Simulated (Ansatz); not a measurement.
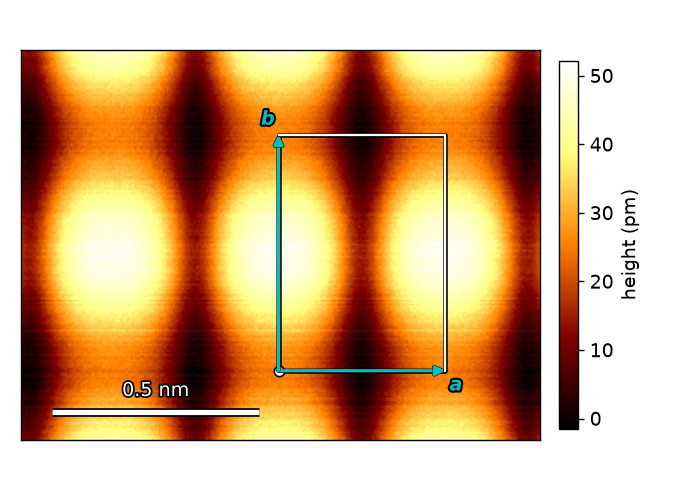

Constant-current image at a set point of 2.6 × 10⁻⁸ e/Å³ of CaS(110) (Fm-3m bulk, 6 atomic planes (those closer than 0.6 Å count as one), 10 Å, CaS-terminated), sample bias −1.20 V. The white outline is the surface cell of the coordinates below, with its origin (dot) on a lattice point and its vectors a and b marked. Noise was added to mimic a scan.

Model: Tersoff–Hamann, s-wave tip, no tip–sample forces. Zero bias is put in the middle of the gap by convention. Bias windows are sharp sums over the levels of the k mesh.

These are results of Ansatz 0.2.0, DFT PBEsol, scalar-relativistic, plane waves, PAW, not measurements. Cutoff 420 eV, 15 × 11 k-points, Gaussian smearing 0.05 eV, dipole correction. The slab is a cut without reconstruction beyond its cell, at the source's lattice constants, with its lower half held fixed and the rest relaxed. No spin polarisation. The run warns that the functional's potential is rough in the thin density of the vacuum, where the tip is; weak contrasts and barriers may feel it.

```yaml
crystal:
  lattice:
    - [4.02061, 0.00000, 0.00000]
    - [0.00000, 5.68600, 0.00000]
    - [0.00000, 0.00000, 28.05152]
  atoms:
    - { symbol: Ca, position: [0.50000, 0.50000, 0.32084] }
    - { symbol: S, position: [0.50000, 0.00000, 0.32084] }
    - { symbol: Ca, position: [0.00000, 0.00000, 0.39250] }
    - { symbol: S, position: [0.00000, 0.50000, 0.39250] }
    - { symbol: Ca, position: [0.50000, 0.50000, 0.46417] }
    - { symbol: S, position: [0.50000, 0.00000, 0.46417] }
    - { symbol: Ca, position: [0.00000, 0.00000, 0.53271] }
    - { symbol: S, position: [0.00000, 0.50000, 0.53373] }
    - { symbol: Ca, position: [0.50000, 0.50000, 0.60817] }
    - { symbol: S, position: [0.50000, 0.00000, 0.60527] }
    - { symbol: Ca, position: [0.00000, 0.00000, 0.66909] }
    - { symbol: S, position: [0.00000, 0.50000, 0.67501] }
```

Which atoms or sites appear bright, which dark, and how strong is the contrast?

The brightest spots lie over the top S atoms; the darkest points are over the sites above the S atoms 2.0 Å below the top plane. The corrugation is 51 pm at a mean tip height of 4.5 Å.
